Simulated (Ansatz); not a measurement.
The structure in question:

```xyz
8
Lattice="4.4789 0.0000 0.0000 0.0000 4.4789 0.0000 0.0000 0.0000 4.4789" Properties=species:S:1:pos:R:3 pbc="T T T"
B     0.0000    0.0000    0.0000
As    1.1197    1.1197    1.1197
B     0.0000    2.2395    2.2395
As    1.1197    3.3592    3.3592
B     2.2395    0.0000    2.2395
As    3.3592    1.1197    3.3592
B     2.2395    2.2395    0.0000
As    3.3592    3.3592    1.1197
```

### What crystal do these data define?

The material is BAs. It is face-centred cubic, space group F-43m (No. 216). Its structure type: zinc blende (sphalerite type). The cell has 8 atoms, namely 4 B, 4 As. About every B there are four As in a tetrahedral arrangement at 1.94 Å. Each As atom has four B in a tetrahedral arrangement at 1.94 Å around it. The bonds build a three-dimensional framework.

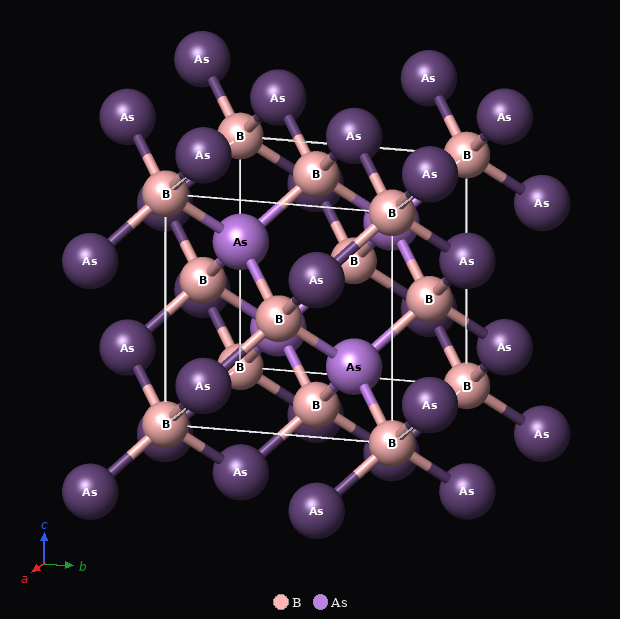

This ball-and-stick model is shown slightly off an axis. Thin lines show the conventional unit cell, with boundary atoms drawn in all their periodic places. Every bond is drawn to its end, so some atoms lie outside the box, in fainter colours.

The structure comes from a structure listed in the Materials Project, with elements exchanged, so it need not be a known form of the compound. The cell was then strained or its atoms displaced on purpose. A calculation with Ansatz used it as input.

At this level of theory the cell isn't at rest (compressed, at 43 GPa), so its distances can differ from those at equilibrium, the more so the softer the solid.
